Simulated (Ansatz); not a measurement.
A series of calculations on O$_{33}$Ca$_{31}$

Part 1: Relaxation

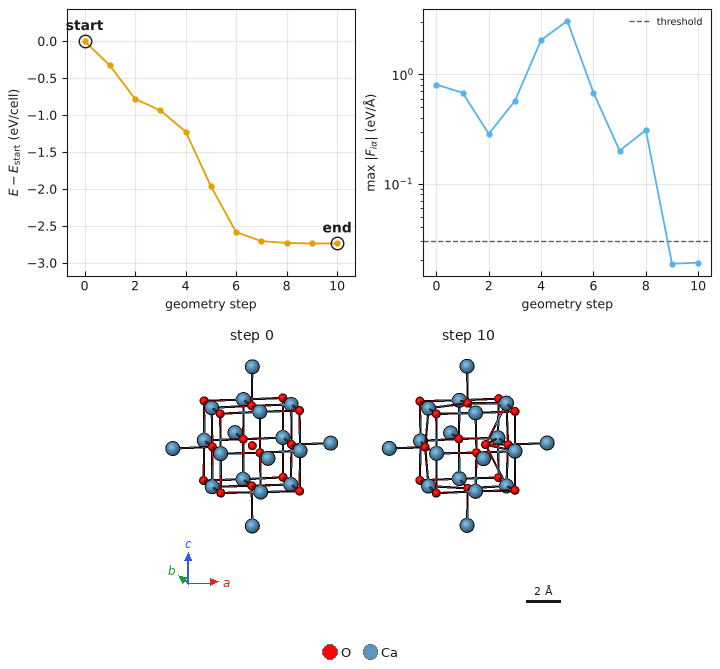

First and last geometry of a relaxation of a defect cell of composition O$_{33}$Ca$_{31}$ (cell charge +1), with the history of the run. Style: ball-and-stick. Shown: the atoms within 5.0 Å of the atom that moves most (axes of the cell of the calculation (origin shifted)), slightly off an axis.

These are results of DFT, PBEsol, PAW, plane waves (Ansatz), not measurements. Set-up: plane-wave cutoff 420 eV; k-point mesh 1 × 1 × 1; mesh shifted by (0.25, 0.25, 0.25); collinear spin; atoms relaxed in a fixed cell; force threshold 0.03 eV/Å; at most 80 steps.

**What do the curves and the structures tell?**

It converged. After 10 geometry steps the energy has fallen by 2.738 eV per cell of the calculation. The largest force component goes from 0.8 to 0.019 eV/Å. The largest move is that of an O atom, 1.05 Å along +a. By element the largest moves are O 1.05 Å, Ca 0.11 Å. The lattice vectors keep their values. Among the contacts that change: O–O 2.376 → 1.352 Å, Ca–O 3.354 → 2.750 Å, Ca–O 3.379 → 2.795 Å, Ca–O 3.347 → 2.766 Å. New bonds form, among them: Ca–O (3.35 → 2.75 Å), Ca–O (3.35 → 2.77 Å), Ca–O (3.38 → 2.80 Å), O–O (2.38 → 1.35 Å). Among the angles between lasting bonds that change: Ca–O–Ca 179.9° → 170.0°, Ca–O–Ca 179.1° → 170.0°, Ca–O–Ca 177.4° → 170.0°. The program noted that the starting moments weren't kept.

Limits of the set-up: the cell is charged, on a uniform background, and energies carry no finite-size correction.

Part 2: Relaxation

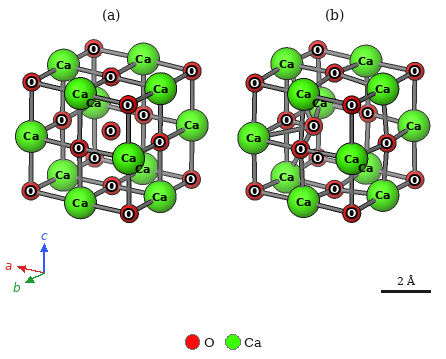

The structure of a defect cell of composition O33Ca31 (cell charge +3) before (left) and after (right) a relaxation, at one scale.

The picture is a ball-and-stick view of the atoms within 4.2 Å of the atom that moves most (axes of the cell of the calculation (origin shifted)), seen from a free direction.

All numbers below come from DFT, PBEsol, PAW, plane waves (Ansatz 0.2.0). Set-up: plane-wave cutoff 420 eV; k-point mesh 1 × 1 × 1; mesh shifted by (0.25, 0.25, 0.25); collinear spin; atoms relaxed in a fixed cell; force threshold 0.03 eV/Å; at most 80 steps.

### Describe what moved and what it gained.

The largest move is that of an O atom, 1.00 Å along +a. Largest moves by element: O 1.00 Å, Ca 0.11 Å. The lattice vectors keep their values. Near-neighbour distances that change, for instance: O–O 2.376 → 1.336 Å, Ca–O 3.379 → 2.815 Å, Ca–O 3.354 → 2.802 Å, Ca–O 3.349 → 2.825 Å. New bonds form, among them: Ca–O (3.38 → 2.82 Å), O–O (2.38 → 1.34 Å). After 10 geometry steps the energy has fallen by 2.772 eV per cell of the calculation. Largest force component: 0.72 eV/Å at the start, 0.0057 eV/Å at the end. The program noted that the starting moments weren't kept.

Limits of the set-up: the cell is charged, on a uniform background, and energies carry no finite-size correction.

Part 3: Defect

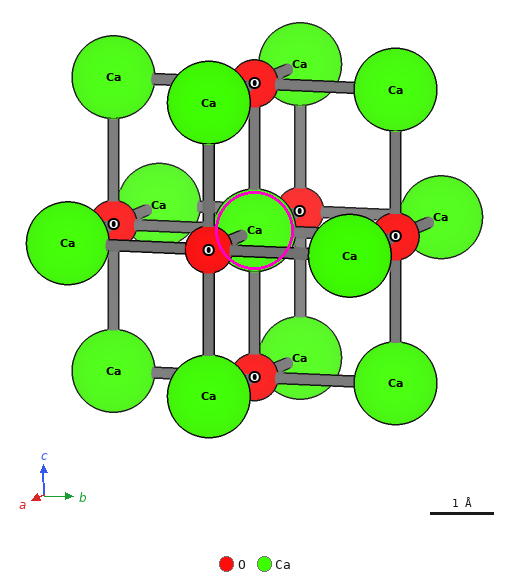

Perfect CaO. Style: ball-and-stick. Shown: the atoms within 3.8 Å of one point, slightly off an axis.

Theory: Ansatz 0.2.0, DFT, PBEsol, PAW, plane waves. Set-up: plane-wave cutoff 420 eV; k-point mesh 1 × 1 × 1; mesh shifted by (0.25, 0.25, 0.25); collinear spin. Fermi-Dirac smearing of 0.01 eV. A uniform background neutralises the charged cell. The axes drawn are those of the host's conventional cell.

A calcium atom is replaced by oxygen at the ringed place, in charge state −1. The supercell has 64 sites, and the atoms are relaxed at the host's cell.

Predict the relaxed surroundings of the defect.

Answer. In the host the Ca atom has 6 O at 2.38 Å; the O atom ends with 3 O at 2.27 to 2.28 Å. Of the host's atoms, an oxygen atom moves furthest from its site, by 0.17 Å. The O atom itself moves 0.54 Å from where it was put. The cell's net moment is 3.00 μB.

The relaxed defect, seen from the same direction:

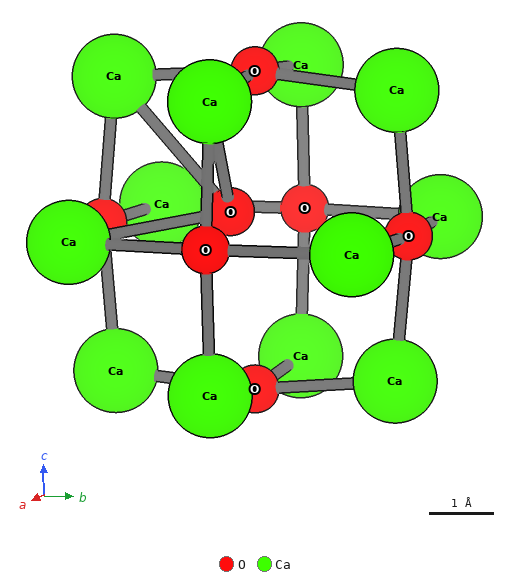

Limits of the set-up: the cell is charged, on a uniform background, and energies carry no finite-size correction.
